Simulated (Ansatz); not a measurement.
**Run report: C, geometry relaxation (part 1 of 2)**

System: C (P4/mmm, 1 atom in the cell).
Method: DFT PBE, scalar-relativistic, plane waves, PAW, no spin polarisation (Ansatz 0.2.0).

The structure was made by a generator, so it may or may not be a known phase. Figures and captions count atoms from 1; the log counts them from 0 in places.

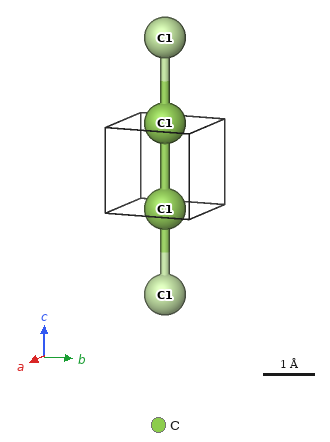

The starting structure (ball-and-stick view of the cell of the calculation, seen slightly off an axis; neighbours outside the cell are drawn fainter; atoms are numbered from 1 in the order of the input). An atom can appear more than once, as a periodic image.

## Summary

| quantity | value |
| --- | --- |
| outcome | converged |
| space group (tolerance 0.01 Å) | P4/mmm (123) |
| electrons treated | 4 |
| free energy | −248.1795 eV |
| Fermi energy | 14.488 eV |
| gap on the k-point mesh | none (metallic) |
| pressure | 0.00 GPa |
| final volume | 5.59 Å³ |
| largest force (length of the vector) at the end | under 0.001 eV/Å |
| final cell | a = 1.811 Å, b = 1.811 Å, c = 1.704 Å, α = 90.00°, β = 90.00°, γ = 90.00° |
| hardware | 1 thread of Intel Xeon @ 2.50GHz (Skylake/Cascade Lake), 189 GiB of memory available, shared host |
| wall time | 3.1 min |
| peak memory | 0.49 GiB |

## Input file
```yaml
crystal:
  lattice:
    - [1.8007447438, 0.0, 0.0]
    - [0.0, 1.8007447438, 0.0]
    - [0.0, 0.0, 1.7235915581]
  atoms:
    - { symbol: C, position: [0.5, 0.5, 0.0] }
basis:
  ecutwfc: 420
kpoints:
  mp_grid: { grid: [30, 30, 32] }
hamiltonian:
  xc: pbe
scf:
  occupations: { method: gaussian, width: 0.1 }
output:
  forces: true
  stress: true
  eigenvalues: true
  write_density: true
  write_potential: true
  elf: true
  volumetric_format: npy
relax:
  adjacent_minimum: "off"
  f_tol: 0.01
  max_steps: 80
  cell: { stress_tol: 0.05 }
```

Command:
```bash
ansatz run input.yaml --threads 1 --pin off --max-ram 2560MiB --backend cpu --events-out ev --progress --plain --runs-dir out
```

## Log
```
Engine: ansatz 0.2.0, x86_64-unknown-linux-gnu
Pseudopotentials: kind: paw
Pseudopotential: C, paw, valence charge 4, recommended cutoff 420 eV (normal), C.paw.azcp
Functional definition: PBE
  parameter kappa = 0.804
  parameter beta = 0.06672455060314922
  exchange = pbe_x(kappa = kappa, mu = beta*pi^2/3)
  correlation = pbe_c(beta = beta)
Crystal: 1 atoms, lattice volume = 5.589 Å³
Basis set: ecut = 420 eV, 97 PW (Γ), exchange–correlation on 30×30×24 points (8 copies of the dense FFT grid, shifted against one another)
Bands: 6, of which v1, the nominal top of the filled ones, is band 2 counted from 1 (1 counted from 0)
Symmetry: 16 space group operations
Space group: P4/mmm (ITA 123), of the structure as read, at distance tolerance 1.8e-5 Å
k-points: 2312 of 28800
Non-local potential: C, projectors of the file, l = 0: 2, l = 1: 2, l = 2: 1
PAW form: soft (Blöchl's): semilocal exchange-correlation on the pseudo side does not see the compensation charge
PAW one-centre angular grid: C, 110 points (default); XC on 64 Gauss nodes
Initial density: superposition of atomic densities (neutral atoms: chi_scale 0, normalization atom), corrected by the library's trained network
Initial wavefunctions: pseudopotential atomic-orbital guess
Functional: x = pbe(κ = 0.804, μ = 0.2195149727645171), c = pbe(β = 0.06672455060314922)
SCF iter   1: F=—  HF=-248.178623 eV  |F-HF|=—  |Δ(HF+E_count)|=         —  Δρ=9.15e-3  dr2=1.56e-3  ethr=1.77e-3  ⟨swp⟩=5.0  Hψ=108048  notcnv=0
preconditioner: auto → none  [metal: Δε(μ)=0.003 eV  Ē_g=25.553 eV  σ=0.100 eV  W_gap=0.02  n_scr=0 (ndim 8)  ℏωp=31.4 eV  f_vac=0.000  D(μ)=0.27/eV (n_scr^D=0)]
SCF iter   2: F=—  HF=-248.178608 eV  |F-HF|=—  |Δ(HF+E_count)|=   1.48e-5  Δρ=4.16e-3  dr2=2.76e-4  ethr=3.91e-5  ⟨swp⟩=1.0  Hψ=32368  notcnv=0
SCF iter   3: F=—  HF=-248.178710 eV  |F-HF|=—  |Δ(HF+E_count)|=   1.02e-4  Δρ=3.89e-4  dr2=1.71e-6  ethr=6.89e-6  ⟨swp⟩=1.9  Hψ=16688  notcnv=0
SCF iter   4: F=—  HF=-248.178713 eV  |F-HF|=—  |Δ(HF+E_count)|=   2.56e-6  Δρ=2.80e-5  dr2=1.63e-8  ethr=4.27e-8  ⟨swp⟩=2.0  Hψ=17989  notcnv=0
iter 5 did not close the SCF: its close was put off for the readings that it lacked (scf_convergence_deferred on its scf_iter line)
SCF iter   5: F=-248.178713 eV  HF=-248.178713 eV  |F-HF|=8.36e-12  |Δ(HF+E_count)|=   1.46e-9  Δρ=1.35e-6  dr2=3.07e-11  ethr=4.08e-10  ⟨swp⟩=2.0  Hψ=18107  notcnv=0
SCF iter   6: F=-248.178713 eV  HF=-248.178713 eV  |F-HF|=2.27e-13  |Δ(HF+E_count)|=  1.20e-11  Δρ=6.59e-8  dr2=8.13e-14  ethr=1.00e-12  ⟨swp⟩=3.1  Hψ=49701  notcnv=0
SCF 1 converged in 6 iterations: F = -248.178713 eV  dr2 = 8.13e-14
  greatest PAW one-centre occupation: 0.656 electrons in one spin orbital (limit 2), on the C atom at site 0 (counted from 0), in its partial waves of l = 0
relax step   1: F+E_penalty+E_count = -248.17871287 eV  Δ(F+E_penalty+E_count) = +0.000e0 eV  max|allowed force component| = 0.000e0 eV/Å  Δτ_max = 0.0000 Å  P = +0.667 GPa  Ω = 5.589 Å³  (6 SCF iters, accepted)
Crystal: 1 atoms, lattice volume = 5.596 Å³
Initial density: handed on by an earlier stage of this run
Initial wavefunctions: those handed on with the density
iter 1 solved again at ethr=1.53e-7 eV; its pass at ethr=3.10e-3 eV (dr2=6.12e-6 eV) is discarded
SCF iter   1: F=—  HF=-248.178839 eV  |F-HF|=—  |Δ(HF+E_count)|=         —  Δρ=4.84e-4  dr2=6.57e-6  ethr=1.53e-7  ⟨swp⟩=2.1  Hψ=126253  notcnv=0
preconditioner: auto → none  [metal: Δε(μ)=0.003 eV  Ē_g=25.538 eV  σ=0.100 eV  W_gap=0.02  n_scr=0 (ndim 8)  ℏωp=31.4 eV  f_vac=0.000  D(μ)=0.27/eV (n_scr^D=0)]
SCF iter   2: F=—  HF=-248.178837 eV  |F-HF|=—  |Δ(HF+E_count)|=   1.49e-6  Δρ=2.03e-4  dr2=1.11e-6  ethr=1.53e-7  ⟨swp⟩=1.0  Hψ=13872  notcnv=0
SCF iter   3: F=-248.178837 eV  HF=-248.178837 eV  |F-HF|=1.51e-9  |Δ(HF+E_count)|=   2.80e-7  Δρ=9.88e-6  dr2=2.26e-9  ethr=2.50e-9  ⟨swp⟩=4.9  Hψ=53998  notcnv=0
the search or the solves at the SCF's close seem to have found levels that the self-consistency loop had missed (the run counts 1). By its estimate they hold under 1e-12 electrons; where the run keeps them, the occupations were computed again with them
SCF 2 converged in 3 iterations: F = -248.178837 eV  dr2 = 2.26e-9
relax step   2: F+E_penalty+E_count = -248.17883678 eV  Δ(F+E_penalty+E_count) = -1.239e-4 eV  max|allowed force component| = 0.000e0 eV/Å  Δτ_max = 0.0000 Å  P = +0.211 GPa  Ω = 5.596 Å³  energy of the carried Pulay correction = -4.107e-5 eV  (3 SCF iters, dr2 threshold 1.00e-7 eV, accepted)
Crystal: 1 atoms, lattice volume = 5.600 Å³
Basis set: ecut = 420 eV, 105 PW (Γ), exchange–correlation on 30×30×24 points (8 copies of the dense FFT grid, shifted against one another)
iter 1 solved again at ethr=7.80e-6 eV; its pass at ethr=3.10e-3 eV (dr2=3.12e-4 eV) is discarded
SCF iter   1: F=—  HF=-248.179488 eV  |F-HF|=—  |Δ(HF+E_count)|=         —  Δρ=3.57e-3  dr2=3.39e-4  ethr=7.80e-6  ⟨swp⟩=1.4  Hψ=133183  notcnv=0
preconditioner: auto → none  [metal: Δε(μ)=0.003 eV  Ē_g=25.536 eV  σ=0.100 eV  W_gap=0.02  n_scr=0 (ndim 8)  ℏωp=31.4 eV  f_vac=0.000  D(μ)=0.28/eV (n_scr^D=0)]
SCF iter   2: F=—  HF=-248.179388 eV  |F-HF|=—  |Δ(HF+E_count)|=   9.96e-5  Δρ=1.49e-3  dr2=5.58e-5  ethr=7.80e-6  ⟨swp⟩=1.0  Hψ=13872  notcnv=0
SCF iter   3: F=—  HF=-248.179372 eV  |F-HF|=—  |Δ(HF+E_count)|=   1.64e-5  Δρ=6.00e-5  dr2=7.36e-8  ethr=2.50e-9  ⟨swp⟩=7.3  Hψ=95895  notcnv=0
SCF iter   4: F=-248.179372 eV  HF=-248.179372 eV  |F-HF|=2.97e-10  |Δ(HF+E_count)|=   4.78e-8  Δρ=5.31e-6  dr2=5.94e-10  ethr=1.84e-9  ⟨swp⟩=4.7  Hψ=51870  notcnv=0
SCF 3 converged in 4 iterations: F = -248.179372 eV  dr2 = 5.94e-10
  greatest PAW one-centre occupation: 0.654 electrons in one spin orbital (limit 2), on the C atom at site 0 (counted from 0), in its partial waves of l = 0
relax step   3: F+E_penalty+E_count = -248.17937209 eV  Δ(F+E_penalty+E_count) = -5.353e-4 eV  max|allowed force component| = 0.000e0 eV/Å  Δτ_max = 0.0000 Å  P = -0.702 GPa  Ω = 5.600 Å³  energy of the carried Pulay correction = -4.029e-5 eV  (4 SCF iters, dr2 threshold 1.00e-7 eV, accepted)
Crystal: 1 atoms, lattice volume = 5.588 Å³
iter 1 solved again at ethr=2.51e-7 eV; its pass at ethr=3.10e-3 eV (dr2=1.00e-5 eV) is discarded
SCF iter   1: F=—  HF=-248.179497 eV  |F-HF|=—  |Δ(HF+E_count)|=         —  Δρ=5.84e-4  dr2=1.05e-5  ethr=2.51e-7  ⟨swp⟩=1.6  Hψ=124379  notcnv=0
preconditioner: auto → none  [metal: Δε(μ)=0.006 eV  Ē_g=25.574 eV  σ=0.100 eV  W_gap=0.03  n_scr=0 (ndim 8)  ℏωp=31.4 eV  f_vac=0.000  D(μ)=0.27/eV (n_scr^D=0)]
SCF iter   2: F=—  HF=-248.179495 eV  |F-HF|=—  |Δ(HF+E_count)|=   1.97e-6  Δρ=2.34e-4  dr2=1.61e-6  ethr=2.51e-7  ⟨swp⟩=1.0  Hψ=13872  notcnv=0
SCF iter   3: F=-248.179495 eV  HF=-248.179495 eV  |F-HF|=4.89e-9  |Δ(HF+E_count)|=   3.48e-7  Δρ=1.28e-5  dr2=3.38e-9  ethr=2.50e-9  ⟨swp⟩=4.8  Hψ=54882  notcnv=0
SCF 4 converged in 3 iterations: F = -248.179495 eV  dr2 = 3.38e-9
relax step   4: F+E_penalty+E_count = -248.17949476 eV  Δ(F+E_penalty+E_count) = -1.227e-4 eV  max|allowed force component| = 0.000e0 eV/Å  Δτ_max = 0.0000 Å  P = -0.035 GPa  Ω = 5.588 Å³  energy of the carried Pulay correction = +5.147e-5 eV  (3 SCF iters, dr2 threshold 1.00e-7 eV, accepted)
Crystal: 1 atoms, lattice volume = 5.587 Å³
iter 1 solved again at ethr=3.70e-9 eV; its pass at ethr=3.10e-3 eV (dr2=1.48e-7 eV) is discarded
SCF iter   1: F=—  HF=-248.179496 eV  |F-HF|=—  |Δ(HF+E_count)|=         —  Δρ=7.55e-5  dr2=1.61e-7  ethr=3.70e-9  ⟨swp⟩=2.1  Hψ=126289  notcnv=0
preconditioner: auto → none  [metal: Δε(μ)=0.001 eV  Ē_g=25.575 eV  σ=0.100 eV  W_gap=0.01  n_scr=0 (ndim 8)  ℏωp=31.4 eV  f_vac=0.000  D(μ)=0.28/eV (n_scr^D=0)]
SCF iter   2: F=—  HF=-248.179497 eV  |F-HF|=—  |Δ(HF+E_count)|=   7.40e-7  Δρ=3.13e-5  dr2=2.68e-8  ethr=3.70e-9  ⟨swp⟩=1.0  Hψ=13872  notcnv=0
SCF iter   3: F=-248.179497 eV  HF=-248.179497 eV  |F-HF|=5.00e-11  |Δ(HF+E_count)|=   6.75e-9  Δρ=1.52e-6  dr2=5.74e-11  ethr=2.58e-10  ⟨swp⟩=5.4  Hψ=41098  notcnv=0
SCF 5 converged in 3 iterations: F = -248.179497 eV  dr2 = 5.74e-11
relax step   5: F+E_penalty+E_count = -248.17949709 eV  Δ(F+E_penalty+E_count) = -2.325e-6 eV  max|allowed force component| = 0.000e0 eV/Å  Δτ_max = 0.0000 Å  P = -0.007 GPa  Ω = 5.587 Å³  energy of the carried Pulay correction = +5.340e-5 eV  (3 SCF iters, dr2 threshold 1.03e-8 eV, accepted)
Initial wavefunctions: pseudopotential atomic-orbital guess (no wavefunctions were taken with the density)
iter 1 solved again at ethr=3.81e-8 eV; its pass at ethr=3.10e-3 eV (dr2=1.52e-6 eV) is discarded
SCF iter   1: F=—  HF=-248.179466 eV  |F-HF|=—  |Δ(HF+E_count)|=         —  Δρ=8.69e-5  dr2=4.31e-8  ethr=3.81e-8  ⟨swp⟩=2.1  Hψ=145041  notcnv=0
SCF iter   2: F=—  HF=-248.179467 eV  |F-HF|=—  |Δ(HF+E_count)|=   9.12e-7  Δρ=4.42e-5  dr2=1.10e-8  ethr=1.08e-9  ⟨swp⟩=1.1  Hψ=14072  notcnv=0
SCF iter   3: F=-248.179467 eV  HF=-248.179467 eV  |F-HF|=4.06e-12  |Δ(HF+E_count)|=   3.87e-8  Δρ=7.35e-7  dr2=7.01e-12  ethr=1.00e-12  ⟨swp⟩=3.8  Hψ=52134  notcnv=0
SCF 6 converged in 3 iterations: F = -248.179467 eV  dr2 = 7.01e-12
relax step   6: F+E_penalty+E_count = -248.17946711 eV  Δ(F+E_penalty+E_count) = +2.997e-5 eV  max|allowed force component| = 0.000e0 eV/Å  Δτ_max = 0.0000 Å  P = -0.035 GPa  Ω = 5.587 Å³  stress off target by 1.25e-1 GPa  SCF on the basis re-selected at this cell (its energy is not comparable with the rows above)  (3 SCF iters)
basis re-selected at this cell: Δ(F+E_penalty+E_count) = +2.997e-5 eV, ΔP = -0.028 GPa vs the last step (what re-selecting the basis moved, of the pressure what is left beyond the Pulay correction that the steps carried, after the strain that the cell walked since its last selection, with what the two solves' SCF thresholds leave and, on support functions, any second-order correction that the steps lacked; it is no measure of the basis error at this ecutwfc). This SCF's stress stands 1.25e-1 GPa from its target on what of the cell is left free (relax.cell.stress_tol is 5.00e-2 GPa) and its largest allowed force component is 0.00e0 eV/Å (relax.f_tol is 1.00e-2 eV/Å): not within both, so this SCF does not close the relaxation
Crystal: 1 atoms, lattice volume = 5.586 Å³
iter 1 solved again at ethr=1.61e-8 eV; its pass at ethr=3.10e-3 eV (dr2=6.43e-7 eV) is discarded
```
